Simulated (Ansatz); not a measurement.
Geometry relaxation of Ni$_{3}$Si (part 2 of 2)

The same run, continued: Ni$_{3}$Si (8 atoms in the cell); DFT PBE, scalar-relativistic, plane waves, PAW, no spin polarisation (Ansatz 0.2.0); cutoff 420 eV, 6×6×4 k-mesh, Gaussian smearing of 0.2 eV. The structure was made by a generator, so it may or may not be a known phase.

Geometry of the input (Å; fractional positions):
```
0.0330  3.5074  0.0018
0.0847  0.0018  3.4583
7.0782  0.0661  0.1694
Si -0.0165  0.0380  0.0092
Si 0.0400  -0.0133  0.5024
Ni 0.5366  0.5188  0.5144
Ni 0.4627  0.4906  -0.0159
Ni -0.0189  0.4926  0.2385
Ni 0.9822  0.4767  0.7505
Ni 0.4836  0.9827  0.2625
Ni 0.5302  1.0139  0.7384
```

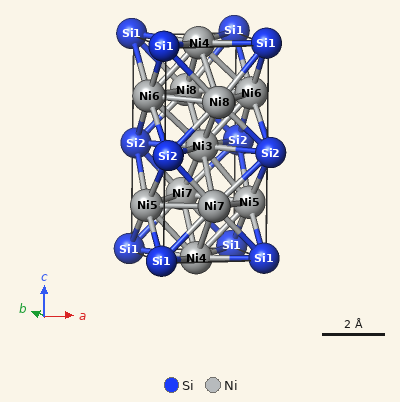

**Figure 1.** The geometry at step 2 of the log (ball-and-stick view of the cell of the calculation, seen at an oblique angle; atoms are numbered from 1 in the order of the input).

The program's output, continued
```
relax step   4: F+E_penalty+E_count = -36313.63512017 eV  Δ(F+E_penalty+E_count) = -2.750e-4 eV  max|allowed force component| = 5.332e-4 eV/Å  Δτ_max = 0.0036 Å  P = +0.096 GPa  Ω = 86.208 Å³  energy of the carried Pulay correction = -1.511e-4 eV  (6 SCF iters, dr2 threshold 3.12e-7 eV, accepted)
Initial wavefunctions: pseudopotential atomic-orbital guess (no wavefunctions were taken with the density)
iter 1 solved again at ethr=2.91e-7 eV; its pass at ethr=3.10e-3 eV (dr2=3.37e-4 eV) is discarded
SCF iter   1: F=—  HF=-36313.634572 eV  |F-HF|=—  |Δ(HF+E_count)|=         —  Δρ=7.10e-4  dr2=9.43e-6  ethr=2.91e-7  ⟨swp⟩=3.0  Hψ=31932  notcnv=0
SCF iter   2: F=—  HF=-36313.635020 eV  |F-HF|=—  |Δ(HF+E_count)|=   4.48e-4  Δρ=3.63e-4  dr2=2.81e-6  ethr=8.13e-9  ⟨swp⟩=1.2  Hψ=5412  notcnv=0
SCF iter   3: F=—  HF=-36313.635223 eV  |F-HF|=—  |Δ(HF+E_count)|=   2.02e-4  Δρ=1.71e-5  dr2=9.52e-8  ethr=2.42e-9  ⟨swp⟩=1.0  Hψ=5323  notcnv=0
SCF iter   4: F=—  HF=-36313.635223 eV  |F-HF|=—  |Δ(HF+E_count)|=   7.54e-8  Δρ=1.89e-6  dr2=1.50e-9  ethr=8.21e-11  ⟨swp⟩=2.1  Hψ=9707  notcnv=0
iter 5 did not close the SCF: its close was put off for the readings that it lacked (scf_convergence_deferred on its scf_iter line)
SCF iter   5: F=-36313.635223 eV  HF=-36313.635223 eV  |F-HF|=2.98e-10  |Δ(HF+E_count)|=   2.01e-9  Δρ=1.38e-6  dr2=9.76e-10  ethr=1.29e-12  ⟨swp⟩=2.0  Hψ=8790  notcnv=0
SCF iter   6: F=-36313.635223 eV  HF=-36313.635223 eV  |F-HF|=9.46e-11  |Δ(HF+E_count)|=  8.44e-10  Δρ=2.67e-7  dr2=8.55e-11  ethr=1.00e-12  ⟨swp⟩=2.1  Hψ=15545  notcnv=0
SCF 5 converged in 6 iterations: F = -36313.635223 eV  dr2 = 8.55e-11
  greatest PAW one-centre occupation: 1.001 electrons in one spin orbital (limit 2), on the Ni atom at site 6 (counted from 0), in its partial waves of l = 1
relax step   5: F+E_penalty+E_count = -36313.63522307 eV  Δ(F+E_penalty+E_count) = -1.029e-4 eV  max|allowed force component| = 5.557e-4 eV/Å  Δτ_max = 0.0000 Å  P = +0.100 GPa  Ω = 86.208 Å³  stress off target by 1.37e-1 GPa  SCF on the basis re-selected at this cell (its energy is not comparable with the rows above)  (6 SCF iters)
basis re-selected at this cell: Δ(F+E_penalty+E_count) = -1.029e-4 eV, ΔP = +0.004 GPa vs the last step (what re-selecting the basis moved, of the pressure what is left beyond the Pulay correction that the steps carried, after the strain that the cell walked since its last selection, with what the two solves' SCF thresholds leave and, on support functions, any second-order correction that the steps lacked; it is no measure of the basis error at this ecutwfc). This SCF's stress stands 1.37e-1 GPa from its target on what of the cell is left free (relax.cell.stress_tol is 2.50e-1 GPa) and its largest allowed force component is 5.56e-4 eV/Å (relax.f_tol is 2.50e-2 eV/Å): within both
SCF converged after 6 iterations
Free energy (F): -36313.635223 eV
Harris-Foulkes:  -36313.635223 eV  (|F-HF|=9.46e-11)
Internal energy: -36313.560378 eV  (E = F + TS)
E sigma→0 (E₀):  -36313.597800 eV
Entropy (-TS):   -0.074845 eV (-9.356 meV/atom)
Fermi energy:    17.554623 eV
--- Per-component energies (eV) ---
  E_band       = -1689.696590
  E_kinetic    = 1791.686089
  E_local      = -23255.040680  (includes V_loc(G=0)·N_el)
  E_nonlocal   = 3863.733141
  E_hartree    = 9916.968754
  E_xc         = -626.345759
  E_vxc        = -759.495775  (∫ρ·V_xc dr)
  E_paw        = -10807.740350  (= ΣΔE_a)
  E_vpaw       = -3164.518746  (= ΣTr[D̂ρ^β])
  E_aug_tail   = 0.003108  (compensation charges beyond the density's cutoff)
  E_ewald      = -17196.824682
  E_smearing   = -0.074845  (= −TS)
  E_closure    = 0.000000  (closes the sum)
  Σ components = -36313.635223   (vs F -36313.635223, Δ=0.00e0)
--- Forces (eV/Å), atoms counted from 1 ---
  atom   1  Si     0.00013955    -0.00014779    -0.00020573
  atom   2  Si     0.00055574    -0.00046224    -0.00003232
  atom   3  Ni    -0.00042663    -0.00010177    -0.00005122
  atom   4  Ni    -0.00017071     0.00026739    -0.00000518
  atom   5  Ni     0.00009579     0.00021810     0.00018208
  atom   6  Ni    -0.00007023     0.00034403     0.00012928
  atom   7  Ni    -0.00006768     0.00006738     0.00019347
  atom   8  Ni    -0.00005573    -0.00018522    -0.00021043
  max |Σ_I F_I| component: 1.19e-7 eV/Å
--- Stress (GPa, compression-positive) ---
        0.072489       0.003540      -0.007592
        0.003540       0.091142       0.003997
       -0.007592       0.003997       0.135692
  P = ⅓ Tr σ = 0.0998 GPa (0.998 kbar)
--- Band table (eV; the first three rows and the last of 76) ---
  k-point 0: bands = ["-85.6792", "-85.6683", "-85.6529", "-85.6445", "-85.6444", "-85.6421", "-46.1513", "-46.1506", "-46.1505", "-46.1252", "-46.1248", "-46.1213", "-46.1051", "-46.1050", "-46.0972", "-46.0955", "-46.0935", "-46.0933", "-45.9637", "-45.9498", "-45.9494", "-45.9357", "-45.9353", "-45.9296", "5.5198", "7.5778", "9.7159", "12.5777", "13.4206", "13.4211", "13.5918", "13.7201", "13.7217", "13.9443", "13.9447", "13.9450", "14.4144", "14.6044", "15.3026", "15.3035", "15.4499", "15.5516", "15.9552", "15.9555", "15.9566", "16.1891", "16.1896", "16.2049", "16.3586", "16.5651", "16.5667", "16.5721", "16.8822", "16.8845", "16.9500", "17.2192", "17.5437", "17.5437", "17.5449", "17.5450", "21.0955", "21.0990", "22.3007", "22.6424", "22.7210", "22.7258", "23.4715", "23.8001", "23.8038", "25.1096"]
  k-point 1: bands = ["-85.6780", "-85.6707", "-85.6506", "-85.6445", "-85.6444", "-85.6432", "-46.1478", "-46.1477", "-46.1475", "-46.1306", "-46.1303", "-46.1265", "-46.1018", "-46.1017", "-46.0969", "-46.0957", "-46.0944", "-46.0942", "-45.9579", "-45.9476", "-45.9472", "-45.9377", "-45.9373", "-45.9340", "5.7025", "7.0195", "10.5003", "12.5857", "13.1705", "13.4329", "13.5505", "13.7658", "13.7672", "13.9272", "13.9277", "13.9972", "14.3206", "14.3576", "15.2805", "15.2811", "15.5438", "15.5490", "15.6387", "15.6389", "15.8974", "16.0941", "16.3182", "16.3183", "16.3639", "16.5512", "16.7064", "16.7090", "16.8719", "16.8849", "16.9465", "17.1436", "17.5439", "17.5448", "17.8902", "17.8924", "20.1363", "20.1397", "22.6305", "22.6956", "23.5326", "23.7655", "23.8695", "23.8742", "24.4136", "25.3146"]
  k-point 2: bands = ["-85.6749", "-85.6748", "-85.6464", "-85.6464", "-85.6445", "-85.6444", "-46.1402", "-46.1401", "-46.1400", "-46.1400", "-46.1377", "-46.1376", "-46.0972", "-46.0972", "-46.0971", "-46.0970", "-46.0963", "-46.0963", "-45.9453", "-45.9453", "-45.9425", "-45.9425", "-45.9422", "-45.9421", "6.2324", "6.2325", "11.8347", "11.8347", "13.1312", "13.1313", "13.8612", "13.8612", "13.8622", "13.8623", "13.9046", "13.9046", "14.1409", "14.1410", "15.3448", "15.3448", "15.3452", "15.3452", "15.6447", "15.6447", "15.7412", "15.7413", "16.5706", "16.5707", "16.5716", "16.5716", "16.6613", "16.6613", "16.8403", "16.8404", "16.9714", "16.9715", "17.5443", "17.5444", "18.8694", "18.8695", "18.8725", "18.8726", "22.7640", "22.7641", "23.6609", "23.6610", "25.5927", "25.5929", "25.6811", "25.6811"]
  k-point 75: bands = ["-85.6566", "-85.6566", "-85.6561", "-85.6560", "-85.6528", "-85.6528", "-46.1744", "-46.1744", "-46.1549", "-46.1549", "-46.1547", "-46.1547", "-46.0757", "-46.0757", "-46.0600", "-46.0600", "-46.0596", "-46.0596", "-46.0399", "-46.0398", "-45.9237", "-45.9237", "-45.9041", "-45.9041", "9.1962", "9.1962", "11.9665", "11.9666", "11.9673", "11.9674", "13.4334", "13.4334", "13.5864", "13.5864", "14.4672", "14.4672", "14.4681", "14.4681", "15.3099", "15.3099", "15.3110", "15.3110", "15.3706", "15.3706", "15.5396", "15.5396", "16.2643", "16.2644", "16.2651", "16.2651", "16.3337", "16.3338", "16.4251", "16.4252", "16.4318", "16.4318", "17.0208", "17.0209", "17.7300", "17.7300", "17.7303", "17.7304", "19.9686", "19.9686", "22.5552", "22.5552", "22.5569", "22.5569", "23.8931", "23.8932"]
--- Relaxed structure (4 steps of the walk, 4 accepted, 1 SCFs on fresh bases) ---
  F+E_penalty+E_count = -36313.63522307 eV   max|allowed force component| = 5.557e-4 eV/Å   (the final SCF, on the basis selected at the relaxed cell)
  cell:  # Å, volume = 86.2084 Å³
    - [-4.554950825977109e-5, 3.5064572153021083, -5.357076236560485e-5]
    - [0.00011661906296396574, -5.452145239554277e-5, 3.505484660276956]
    - [7.013467151836829, -9.980313599265299e-5, 0.000176536657238463]
  atoms:
    - { symbol: Si, position: [4.284502530612814e-6, 9.082250907370285e-6, -5.387845867255162e-6] }
    - { symbol: Si, position: [2.5621792742668822e-5, 8.816748421769456e-7, 0.49998851509282966] }
    - { symbol: Ni, position: [0.5000043380554636, 0.5000012547288964, 0.5000067263222694] }
    - { symbol: Ni, position: [0.4999853126668638, 0.5000019094495705, 3.866247065465353e-6] }
    - { symbol: Ni, position: [-1.0633277265282397e-5, 0.4999888644721086, 0.24999958658246127] }
    - { symbol: Ni, position: [0.9999914124981512, 0.500001363010624, 0.7500022302871423] }
    - { symbol: Ni, position: [0.4999949019687041, 0.9999911263198203, 0.250002529931023] }
    - { symbol: Ni, position: [0.5000047617928083, 1.0000055179932306, 0.7500019333830763] }
```

Trajectory as extended XYZ (Å, eV, eV/Å), 5 frames, from step=1 to step=5
```
8
Lattice="0.0330 3.5074 0.0018 0.0847 0.0018 3.4583 7.0782 0.0661 0.1694" Properties=species:S:1:pos:R:3:forces:R:3 step=1 energy=-36312.82727 pressure_GPa=6.45
Si    0.0680   -0.0570    0.1329   -0.1814  -0.0368  -1.1258
Si    3.5562    0.1735    0.0392    0.1004  -0.5793   0.4087
Ni    3.7029    1.9170    1.8821   -1.5442  -0.8401  -0.4614
Ni   -0.0559    1.6228    1.6948    1.0836   0.6263   0.5233
Ni    1.7294   -0.0496    1.7440    0.5491   0.1065   0.1554
Ni    5.3848    3.4956    1.7774    0.0436   1.6972   1.1081
Ni    1.9574    1.7152    3.4439   -0.8978   0.2473   0.7794
Ni    5.3297    1.9102    3.6324    0.8467  -1.2212  -1.3877
8
Lattice="0.0209 3.5091 -0.0017 0.0534 -0.0017 3.4763 7.0484 0.0418 0.1070" Properties=species:S:1:pos:R:3:forces:R:3 step=2 energy=-36313.24390 pressure_GPa=3.44
Si    0.0582   -0.0350    0.1116   -0.2695  -0.0351  -0.8970
Si    3.5335    0.1251    0.0110    0.0856  -0.4438   0.3204
Ni    3.6221    1.8643    1.8361   -0.9310  -0.5846  -0.4358
Ni   -0.0311    1.6598    1.7092    0.6141   0.4800   0.4437
Ni    1.7239   -0.0430    1.7513    0.4884   0.1118   0.1563
Ni    5.3368    3.5020    1.7519   -0.0200   1.0092   0.7490
Ni    1.8912    1.7129    3.4733   -0.5925   0.2451   0.4310
Ni    5.2873    1.8599    3.5766    0.6249  -0.7825  -0.7676
8
Lattice="-0.0005 3.5079 -0.0002 0.0025 -0.0002 3.5062 7.0174 -0.0010 0.0051" Properties=species:S:1:pos:R:3:forces:R:3 step=3 energy=-36313.63485 pressure_GPa=-0.15
Si   -0.0010    0.0000    0.0018    0.0066  -0.0047  -0.0116
Si    3.5075    0.0030    0.0022    0.0076  -0.0161   0.0028
Ni    3.5111    1.7550    1.7563   -0.0145  -0.0112  -0.0086
Ni    0.0008    1.7509    1.7532    0.0085   0.0175   0.0009
Ni    1.7545   -0.0023    1.7534    0.0097   0.0133   0.0045
Ni    5.2648    3.5067    1.7561   -0.0083   0.0041   0.0081
Ni    1.7575    1.7524    3.5065   -0.0058   0.0018   0.0078
Ni    5.2657    1.7539    3.5101   -0.0038  -0.0046  -0.0040
8
Lattice="-0.0000 3.5065 -0.0001 0.0001 -0.0001 3.5055 7.0135 -0.0001 0.0002" Properties=species:S:1:pos:R:3:forces:R:3 step=4 energy=-36313.63512 pressure_GPa=0.10
Si    0.0000    0.0000    0.0000    0.0002  -0.0001  -0.0002
Si    3.5067    0.0000    0.0001    0.0005  -0.0005   0.0000
Ni    3.5068    1.7532    1.7528   -0.0005  -0.0001   0.0000
Ni    0.0001    1.7531    1.7527   -0.0001   0.0003   0.0000
Ni    1.7534   -0.0001    1.7527    0.0001   0.0002   0.0002
Ni    5.2601    3.5063    1.7528   -0.0001   0.0003   0.0001
Ni    1.7535    1.7531    3.5055    0.0000   0.0001   0.0002
Ni    5.2602    1.7531    3.5056   -0.0001  -0.0002  -0.0002
8
Lattice="-0.0000 3.5065 -0.0001 0.0001 -0.0001 3.5055 7.0135 -0.0001 0.0002" Properties=species:S:1:pos:R:3:forces:R:3 step=5 energy=-36313.63522 pressure_GPa=0.10
Si    0.0000    0.0000    0.0000    0.0001  -0.0001  -0.0002
Si    3.5067    0.0000    0.0001    0.0006  -0.0005   0.0000
Ni    3.5068    1.7532    1.7528   -0.0004  -0.0001  -0.0001
Ni    0.0001    1.7531    1.7527   -0.0002   0.0003   0.0000
Ni    1.7534   -0.0001    1.7527    0.0001   0.0002   0.0002
Ni    5.2601    3.5063    1.7528   -0.0001   0.0003   0.0001
Ni    1.7535    1.7531    3.5055   -0.0001   0.0001   0.0002
Ni    5.2602    1.7531    3.5056   -0.0001  -0.0002  -0.0002
```

Key numbers

```tsv
quantity	value
outcome	converged
space group (tolerance 0.01 Å)	P1 (1) → Pm-3m (221)
electrons treated	116
free energy	−36313.6352 eV
Fermi energy	17.555 eV
gap on the k-point mesh	none (metallic)
pressure	0.10 GPa
final volume	86.21 Å³
largest force (length of the vector) at the end	0.001 eV/Å
final cell	a = 3.506 Å, b = 3.505 Å, c = 7.013 Å, α = 90.00°, β = 90.00°, γ = 90.00°
hardware	1 thread of Intel Xeon @ 2.50GHz (Skylake/Cascade Lake), 189 GiB of memory available, shared host
wall time	6.9 min
peak memory	0.62 GiB
```

Notes

The run has no spin polarisation, so a magnetic state may lie lower.
